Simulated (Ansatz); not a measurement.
# How BN absorbs and reflects light

What colour and refractive index does BN have at this level of theory? The cell comes from an older database entry, whose edges can differ from later determinations, mostly by under a per cent.

Main program and level: Ansatz 0.2.0; DFT, PBE, plane-wave PAW, default files, scalar-relativistic, independent-particle optical response without local fields.

The database entry behind the starting cell has ideal inner coordinates that were not refined, so it need not match the best structure at ambient conditions.

## (1) Starting point

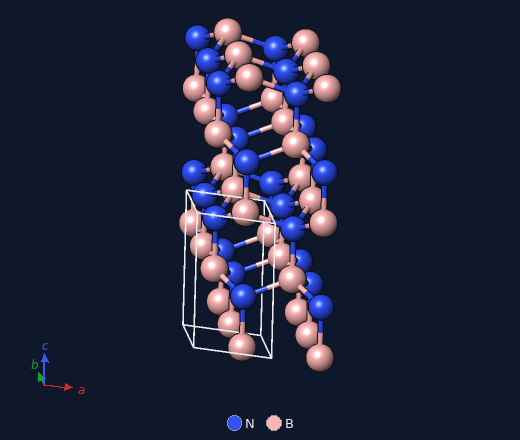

The starting structure, seen from a free direction (nitrogen blue, boron pink). 2×3×2 cells are drawn. Some periodic images of atoms are drawn too.

## (2) Ground state and bands

The self-consistent density comes first; it also tells whether there is a gap, which decides the occupations and the need for a Drude term.

This step: DFT, PBE, plane-wave PAW, default files, scalar-relativistic, ground state (Ansatz 0.2.0).

input.yaml

```yaml
crystal:
  lattice:
    - [2.536, 0.0, 0.0]
    - [-1.268, 2.196240424, 0.0]
    - [0.0, 0.0, 4.199]
  atoms:
    - { symbol: "N", position: [0.3333333333, 0.6666666667, 0.875] }
    - { symbol: "N", position: [0.6666666667, 0.3333333333, 0.375] }
    - { symbol: B, position: [0.3333333333, 0.6666666667, 0.5] }
    - { symbol: B, position: [0.6666666667, 0.3333333333, 0.0] }
kpoints:
  mp_grid: { grid: [10, 10, 5] }
  band_path:
    path:
      - [[0.0, 0.0, 0.0], [0.5, 0.0, 0.0], [0.33333333, 0.33333333, 0.0], [0.0, 0.0, 0.0], [0.0, 0.0, 0.5], [0.5, 0.0, 0.5], [0.33333333, 0.33333333, 0.5], [0.0, 0.0, 0.5]]
      - [[0.5, 0.0, 0.5], [0.5, 0.0, 0.0]]
      - [[0.33333333, 0.33333333, 0.0], [0.33333333, 0.33333333, 0.5]]
    npoints: 6
scf:
  occupations: { method: fermi_dirac, width: 0.05 }
  n_extra_bands: 8
hamiltonian:
  xc: pbe
  pseudopotentials: { kind: paw }
output:
  forces: true
  stress: true
  populations: true
  write_bands: true
  write_density: true
  write_potential: true
  elf: true
  volumetric_format: npy
```

On the command line:

```bash
$ ansatz run input.yaml --threads 4 --pin off --max-ram 8192MiB --backend cpu --events-out ev --progress --plain --runs-dir out
```

Numbers of over 12 decimals in the logs are rounded to 6 here.

Log:

```text
scf.n_extra_bands = 8 over 8 filled bands (N_el = 16.0): the run solves 16 bands
Engine: ansatz 0.2.0, aarch64-unknown-linux-gnu
Pseudopotentials: kind: paw
Pseudopotential: N, paw, valence charge 5, recommended cutoff 420 eV (normal), N.paw.azcp
Pseudopotential: B, paw, valence charge 3, recommended cutoff 420 eV (normal), B.paw.azcp
Functional definition: PBE
  parameter kappa = 0.804
  parameter beta = 0.066725
  exchange = pbe_x(kappa = kappa, mu = beta*pi^2/3)
  correlation = pbe_c(beta = beta)
Crystal: 4 atoms, lattice volume = 23.387 Å³
Basis set: ecut = 420 eV, 465 PW (Γ), exchange–correlation on 36×36×60 points (8 copies of the dense FFT grid, shifted against one another)
Bands: 16, of which v1, the nominal top of the filled ones, is band 8 counted from 1 (7 counted from 0)
Symmetry: 12 space group operations
Space group: P63mc (ITA 186), of the structure as read, at distance tolerance 2.9e-5 Å
k-points: 42 of 500 (time reversal used)
Non-local potential: N, projectors of the file, l = 0: 2, l = 1: 2, l = 2: 1
Non-local potential: B, projectors of the file, l = 0: 2, l = 1: 2, l = 2: 1
PAW form: soft (Blöchl's): semilocal exchange-correlation on the pseudo side does not see the compensation charge
PAW one-centre angular grid: N, 110 points (default); XC on 64 Gauss nodes
PAW one-centre angular grid: B, 110 points (default); XC on 64 Gauss nodes
Initial density: superposition of atomic densities (neutral atoms: chi_scale 0, normalization atom), corrected by the library's trained network
Initial wavefunctions: pseudopotential atomic-orbital guess
Functional: x = pbe(κ = 0.804, μ = 0.219515), c = pbe(β = 0.066725)
SCF iter   1: F=—  HF=-1084.470287 eV  |F-HF|=—  |Δ(HF+E_count)|=         —  Δρ=3.03e-3  dr2=1.10e-3  ethr=1.77e-3  ⟨swp⟩=4.8  Hψ=3165  notcnv=0  defer=37
preconditioner: auto → none  [insulator: Δε(μ)=5.397 eV  Ē_g=20.199 eV  σ=0.050 eV  W_gap=1.00  n_scr=2 (ndim 8)  ℏωp=30.7 eV  f_vac=0.000  D(μ)=0.00/eV (n_scr^D=0)  ε∞_Penn≈3.3]
SCF iter   2: F=—  HF=-1084.470560 eV  |F-HF|=—  |Δ(HF+E_count)|=   2.73e-4  Δρ=1.20e-3  dr2=1.43e-4  ethr=6.88e-6  ⟨swp⟩=2.6  Hψ=1371  notcnv=0  defer=65
SCF iter   3: F=—  HF=-1084.470717 eV  |F-HF|=—  |Δ(HF+E_count)|=   1.57e-4  Δρ=1.73e-4  dr2=2.34e-6  ethr=8.93e-7  ⟨swp⟩=2.4  Hψ=919  notcnv=0  defer=65
SCF iter   4: F=—  HF=-1084.470725 eV  |F-HF|=—  |Δ(HF+E_count)|=   8.25e-6  Δρ=2.34e-5  dr2=6.13e-8  ethr=1.46e-8  ⟨swp⟩=2.0  Hψ=898  notcnv=0  defer=65
iter 5 did not close the SCF: its close was put off for the readings that it lacked (scf_convergence_deferred on its scf_iter line)
SCF iter   5: F=-1084.470725 eV  HF=-1084.470725 eV  |F-HF|=1.96e-9  |Δ(HF+E_count)|=   8.80e-8  Δρ=3.76e-6  dr2=1.61e-9  ethr=3.83e-10  ⟨swp⟩=2.2  Hψ=870  notcnv=0  defer=65
SCF iter   6: F=-1084.470725 eV  HF=-1084.470725 eV  |F-HF|=1.64e-11  |Δ(HF+E_count)|=   2.27e-9  Δρ=5.29e-7  dr2=3.20e-11  ethr=1.01e-11  ⟨swp⟩=8.0  Hψ=3491  notcnv=0
SCF 1 converged in 6 iterations: F = -1084.470725 eV  dr2 = 3.20e-11
  greatest PAW one-centre occupation: 0.789 electrons in one spin orbital (limit 2), on the N atom at site 1 (counted from 0), in its partial waves of l = 0
NSCF: frozen V_eff on 57 k-points
SCF converged after 6 iterations
Free energy (F): -1084.470725 eV
Harris-Foulkes:  -1084.470725 eV  (|F-HF|=1.64e-11)
Internal energy: -1084.470725 eV  (E = F + TS)
E sigma→0 (E₀):  -1084.470725 eV
Fermi energy:    14.175199 eV
--- Per-component energies (eV) ---
  E_band       = 54.695611
  E_kinetic    = 372.609118
  E_local      = -350.528173  (includes V_loc(G=0)·N_el)
  E_nonlocal   = 113.398853
  E_hartree    = 98.592108
  E_xc         = -187.254786
  E_vxc        = -232.937691  (∫ρ·V_xc dr)
  E_paw        = -413.031678  (= ΣΔE_a)
  E_vpaw       = -45.030912  (= ΣTr[D̂ρ^β])
  E_aug_tail   = 0.000204  (compensation charges beyond the density's cutoff)
  E_ewald      = -718.256371
  E_smearing   = -0.000000  (= −TS)
  E_closure    = 0.000000  (closes the sum)
  Σ components = -1084.470725   (vs F -1084.470725, Δ=0.00e0)
--- Forces (eV/Å), atoms counted from 1 ---
  atom   1  N     -0.00000000     0.00000000    -0.05548299
  atom   2  N      0.00000000    -0.00000000    -0.05548299
  atom   3  B      0.00000000    -0.00000000     0.05547881
  atom   4  B     -0.00000000     0.00000000     0.05547881
  max |Σ_I F_I| component: 8.36e-6 eV/Å
--- Stress (GPa, compression-positive) ---
        8.355748       0.000000       0.000000
        0.000000       8.355748       0.000000
       -0.000000       0.000000       7.212699
  P = ⅓ Tr σ = 7.9747 GPa (79.747 kbar)
--- Band table (eV; the first three rows and the last of 42) ---
  k-point 0: bands = [... 4 lower, 9.3605, 11.2472, 11.4939, 11.4939, 19.9482, 19.9482, 20.1246, 21.1760, ... 4 higher]
  k-point 1: bands = [... 4 lower, 9.5296, 9.9835, 11.2437, 11.2437, 20.2336, 20.2336, 20.6221, 21.1647, ... 4 higher]
  k-point 2: bands = [... 4 lower, 9.9999, 9.9999, 10.6480, 10.6480, 21.0033, 21.0033, 21.0458, 21.1358, ... 4 higher]
  k-point 41: bands = [... 4 lower, 3.6678, 4.5924, 8.0062, 8.4367, 20.1619, 20.8297, 21.6311, 23.2233, ... 4 higher]
--- Löwdin populations: 4 sites ---
  site symbol       q [e]
     0      N      5.2878
     1      N      5.2878
     2      B      2.6830
     3      B      2.6830
  spilling = 0.003647 (of n_electrons = 16.000000)
```

It took 1.3 s on 4 threads of Arm Neoverse V2, shared host; peak memory 0.29 GiB; 3.1 s of CPU time.

Read-outs, printed or worked out from the files:

| Property | Result |
| --- | --- |
| free energy | -1084.4707 eV |
| Fermi energy | 14.18 eV |
| gap by band count | 5.415 eV |
| electrons | 16 |
| symmetry operations | 12 |
| pressure | 7.975 GPa |
| gap on the k-mesh | 5.415 eV |
| volume | 23.39 Å³ |
| gap on the path | 5.218 eV |
| least direct gap on the path | 8.361 eV |

There is a gap, 5.22 eV on the path, so no carriers' term is needed. The cell is left with a pressure of 8.0 GPa and forces up to 0.06 eV/Å, as it stands unrelaxed at this level.

Electronic bands along the path, in eV, zero at the Fermi level; v1 is the highest filled band, c1 the lowest empty one:

```csv
point,v4,v3,v2,v1,c1,c2,c3,c4
Γ,-4.82,-2.93,-2.68,-2.68,5.77,5.77,5.95,7.00
M,-9.63,-7.71,-7.12,-4.82,4.10,5.34,8.04,8.93
K,-9.93,-8.19,-8.13,-8.13,2.54,10.88,10.88,11.31
Γ,-4.82,-2.93,-2.68,-2.68,5.77,5.77,5.95,7.00
A,-3.86,-3.86,-3.86,-3.86,6.93,6.93,7.33,7.33
L,-6.49,-6.49,-6.27,-6.27,3.97,3.97,7.44,7.44
H,-10.50,-10.50,-5.73,-5.73,6.71,6.71,7.57,7.57
A,-3.86,-3.86,-3.86,-3.86,6.93,6.93,7.33,7.33
jump to L,-6.49,-6.49,-6.27,-6.27,3.97,3.97,7.44,7.44
M,-9.63,-7.71,-7.12,-4.82,4.10,5.34,8.04,8.93
jump to K,-9.93,-8.19,-8.13,-8.13,2.54,10.88,10.88,11.31
H,-10.50,-10.50,-5.73,-5.73,6.71,6.71,7.57,7.57
```

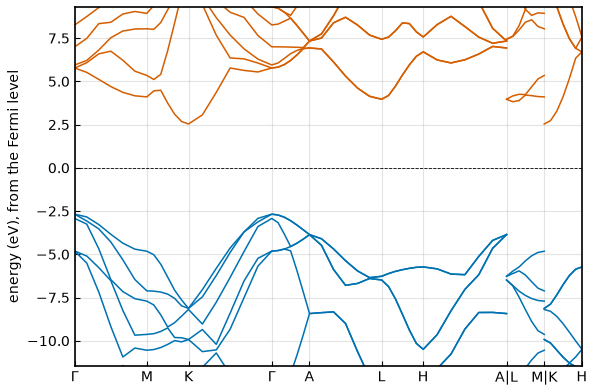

Electronic bands along the path; lines of filled and empty bands in two colours.

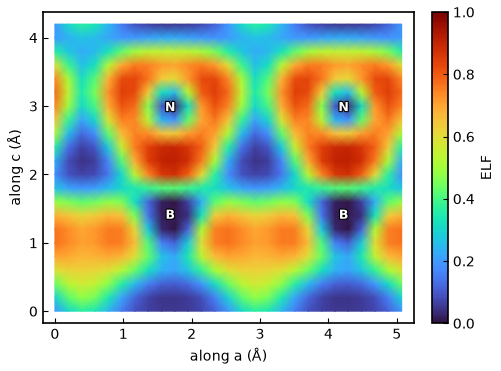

ELF in the ac plane at fractional y = 0.333, with atoms of N and B within 0.2 Å of it. It is the smooth field of the valence electrons, not physical close to the nuclei. The map starts off the cell's origin, so that atoms lie inside it.

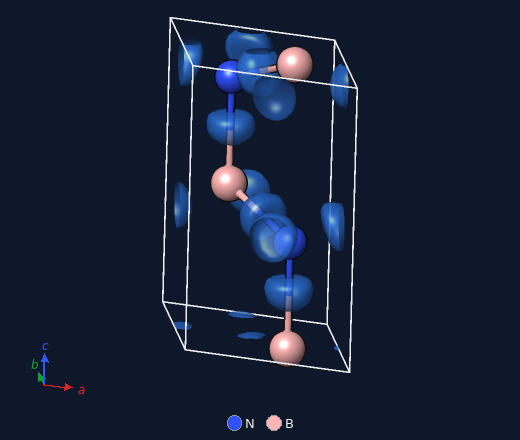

Surface of ELF = 0.85.

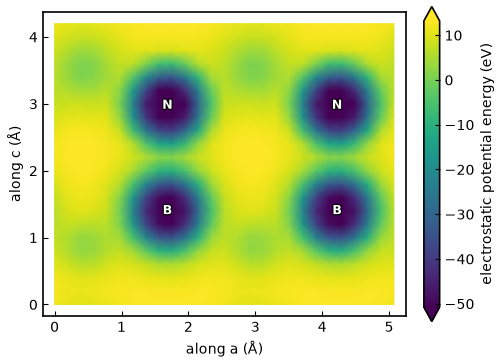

Electrostatic potential energy in the ac plane at fractional y = 0.333, with atoms of N and B within 0.2 Å of it. With pseudopotentials it is smooth inside the atoms' cores, unlike the true potential. The map starts off the cell's origin, so that atoms lie inside it.

## (3) Spectrum

The spectrum is a sum over vertical transitions between filled and empty bands at the fixed density, so many empty bands are needed.

This step: DFT, PBE, plane-wave PAW, default files, scalar-relativistic, independent-particle optical response without local fields (Ansatz 0.2.0).

input.yaml, the sections that differ from step 2:

```yaml
kpoints:
  mp_grid: { grid: [10, 10, 5] }
scf:
  occupations: { method: fixed }
output:
  optics:
    e_range: [0, 22]
    de: 0.05
    sigma: 0.15
    nscf_kmesh: { grid: [15, 15, 8] }
    bands: { spectra_wanted_up_to: 22 }
# crystal, hamiltonian: as in step 2
```

Log:

```text
[...]
Crystal: 4 atoms, lattice volume = 23.387 Å³
Basis set: ecut = 420 eV, 465 PW (Γ)
Bands: 12, of which v1, the nominal top of the filled ones, is band 8 counted from 1 (7 counted from 0)
Symmetry: 12 space group operations
[...]
k-points: 42 of 500 (time reversal used)
[...]
SCF iter   1: F=—  HF=-1084.470335 eV  |F-HF|=—  |Δ(HF+E_count)|=         —  Δρ=2.99e-3  dr2=1.07e-3  ethr=1.77e-3  ⟨swp⟩=4.7  Hψ=2399  notcnv=0  defer=66
[...]
SCF iter   7: F=-1084.470713 eV  HF=-1084.470713 eV  |F-HF|=2.27e-12  |Δ(HF+E_count)|=  5.08e-10  Δρ=9.46e-8  dr2=8.34e-13  ethr=1.00e-12  ⟨swp⟩=4.5  Hψ=2017  notcnv=0
SCF 1 converged in 7 iterations: F = -1084.470713 eV  dr2 = 8.34e-13
[...]
NSCF: frozen V_eff on 135 k-points
[...]
output.optics: what the bands over the 25 summed would add to eps1, eps2 and the energy-loss function is held between a lower and an upper bound (5 Lanczos steps). eps1, eps2 and their loss function (loss_summed_bands) are given on every row as the summed bands alone make them. Along an axis, on a row where the two bounds hold the loss function to about 1 % of the greater of itself and 0.5 % of |1/eps|, its cell (loss_completed) is given, with the completed eps1 and eps2 that it is formed of (a cell that is left empty reads nan in the table and null in the record). The two bounds hold it so along every axis on all 441 rows up to 22.000 eV. [rest of the remark cut]
SCF converged after 7 iterations
Free energy (F): -1084.470713 eV
[...]
Internal energy: -1084.470713 eV  (E = F + TS)
E sigma→0 (E₀):  -1084.470713 eV
Fermi energy:    11.493935 eV
[...]
--- Band table (eV; the first three rows and the last of 42) ---
  k-point 0: bands = [... 4 lower, 9.3605, 11.2472, 11.4939, 11.4939, 19.9482, 19.9482, 20.1246, 21.1760]
  k-point 1: bands = [... 4 lower, 9.5296, 9.9835, 11.2437, 11.2437, 20.2336, 20.2336, 20.6221, 21.1647]
  k-point 2: bands = [... 4 lower, 9.9999, 9.9999, 10.6480, 10.6480, 21.0033, 21.0033, 21.0458, 21.1359]
  k-point 41: bands = [... 4 lower, 3.6678, 4.5924, 8.0062, 8.4367, 20.1619, 20.8298, 21.6311, 23.2233]
```

It took 11 s on 4 threads; peak memory 0.66 GiB; 41 s of CPU time.

This step gave:

```
electronic dielectric constant ε∞, mean over x, y and z (by symmetry where fewer were run) : 4.708
absorption onset, first axis (α over 10⁴ cm⁻¹, or the direct gap if that lies higher)      : 8.477 eV
main peak of Im epsilon, first axis                                                        : 10.80 eV
least direct gap on the mesh                                                               : 8.363 eV
bands summed                                                                               : 25
spectra valid up to                                                                        : 31.46 eV
program's estimate of the k-sum error in Im epsilon                                        : 0.11 %
electrons in the f-sum                                                                     : 13.00
```

The Im ε has structure finer than the step of the table below, so its rows give means over 2 eV, whole bins alone (the curve runs from 0 to 22 eV). Peaks (eV: height): E ∥ x or y 10.8: 18.0; E ∥ z 10.7: 15.4, 13.6: 9.93.

Im ε against photon energy; means over each step:

```csv
photon energy (eV),E ∥ x or y,E ∥ z
6,0,0
8,0.0943,0.423
10,6.82,9.85
12,11.6,9.31
14,7.57,7.74
16,4.09,3.76
18,2.21,1.74
20,1.44,1.50
```

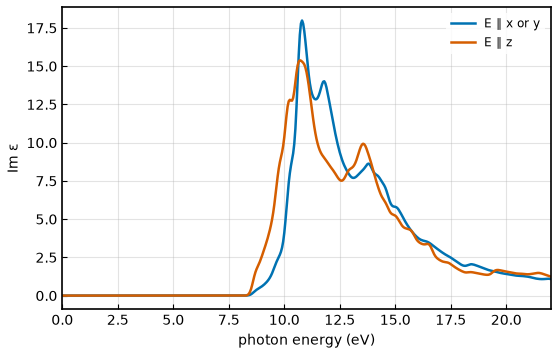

Im ε against photon energy.

Table of Re ε by photon energy:

```csv
photon energy (eV),E ∥ x or y,E ∥ z
0,4.65,4.82
2,4.75,4.93
4,5.06,5.29
6,5.77,6.13
8,7.55,8.61
10,15.2,13.0
12,-0.0737,0.481
14,-1.73,-3.03
16,-2.79,-2.91
18,-1.93,-1.78
20,-1.22,-0.874
22,-0.709,-0.816
```

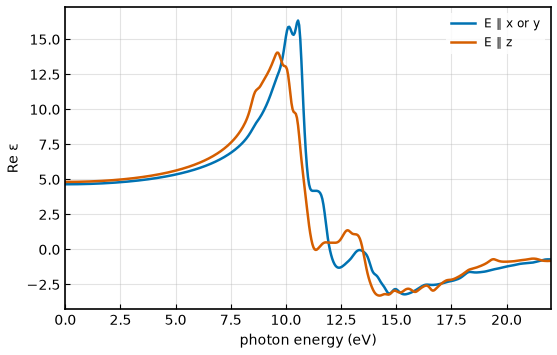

Re ε, plotted against photon energy.

Table of loss function −Im 1/ε at q → 0 by energy loss; read off at these points:

```csv
energy loss (eV),E ∥ x or y,E ∥ z
8,0,0
10,0.0166,0.0373
12,0.0776,0.116
14,0.118,0.107
16,0.171,0.168
18,0.259,0.280
20,0.406,0.486
22,0.645,0.562
```

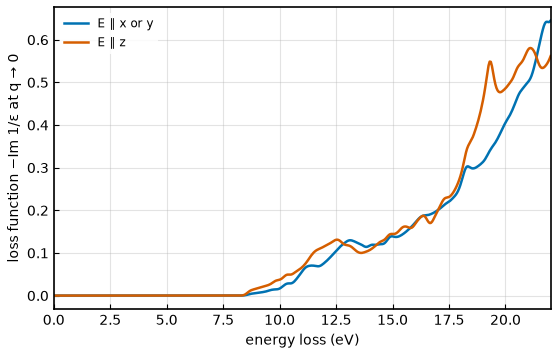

Loss function −Im 1/ε at q → 0, plotted against energy loss.

Refractive index n and extinction k against photon energy:

```csv
photon energy (eV),"n, E ∥ x or y","k, E ∥ x or y","n, E ∥ z","k, E ∥ z"
0.0,2.16,0,2.20,0
2.5,2.19,0,2.23,0
5.0,2.31,0,2.37,0
7.5,2.63,0,2.76,0
10.0,3.93,0.522,3.85,1.34
12.5,2.02,2.31,2.05,1.85
15.0,1.35,2.16,1.23,2.12
17.5,0.741,1.68,0.641,1.60
20.0,0.570,1.24,0.680,1.16
```

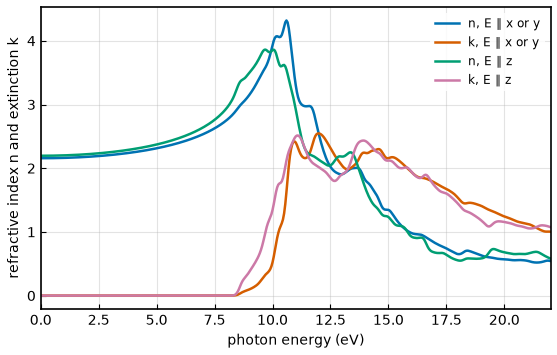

Refractive index n and extinction k, plotted against photon energy.

The reflectivity at normal incidence has structure finer than the step of the table below, so its rows give means over 2 eV, whole bins alone (the curve runs from 0 to 22 eV). Peaks (eV: height): E ∥ x or y 10.8: 46.8, 12.1: 46.6, 15.6: 49.9; E ∥ z 11.1: 46.0, 16.8: 54.4.

Reflectivity at normal incidence against photon energy; means over each step:

```csv
photon energy (eV),E ∥ x or y (%),E ∥ z (%)
2,13.8,14.4
4,14.8,15.6
6,17.1,18.2
8,22.2,25.0
10,36.5,38.9
12,43.8,39.3
14,43.3,45.5
16,48.6,50.0
18,47.2,48.3
20,43.1,34.0
```

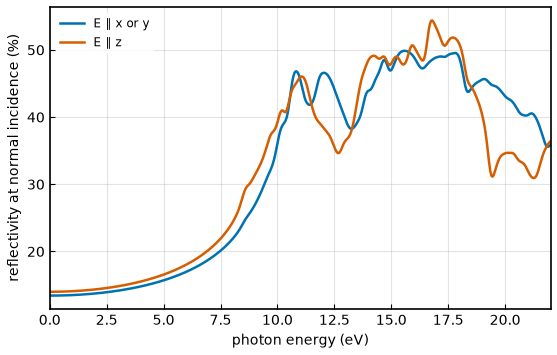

Reflectivity at normal incidence against photon energy.

Optical constants at common wavelengths, from n + ik = √ε:

```csv
wavelength (nm),n xy,k xy,R (%) xy,1/α xy,n z,k z,R (%) z,1/α z
1550,2.16,0.000,13.5,over 1 mm,2.20,0.000,14.1,over 1 mm
633,2.18,0.000,13.7,over 1 mm,2.22,0.000,14.3,over 1 mm
532,2.19,0.000,13.9,over 1 mm,2.23,0.000,14.5,over 1 mm
450,2.20,0.000,14.0,over 1 mm,2.24,0.000,14.7,over 1 mm
405,2.21,0.000,14.2,over 1 mm,2.25,0.000,14.9,over 1 mm
308,2.25,0.000,14.8,over 1 mm,2.30,0.000,15.5,over 1 mm
248,2.31,0.000,15.7,over 1 mm,2.37,0.000,16.6,over 1 mm
```

A film 1 µm thick would pass 75 % of daylight and look colourless, dimmed by reflection in transmission (x = 0.313, y = 0.330).

At 1064 nm the birefringence n(z) − n(x) is +0.040: the crystal is uniaxial positive at this level.

The f-sum over the summed bands holds 13.0 of the cell's 16 electrons outside the frozen cores, 4 of which lie in bands more than 12 eV below the Fermi level, whose transitions come at higher energies. Up to 22 eV the strength has a mean oscillator energy of 13.2 eV, close to the main peak.

[end of part 1 of 2]

[Logs are printed without paths, hosts, clocks, repeated set-up lines and the standing remarks that a program may print on its own settings, such as how far it seeks lower states.]

[Hosts, paths, dates, database ids (printed as entryN), source tags and the programs' standing remarks are cut or masked in the printed files.]
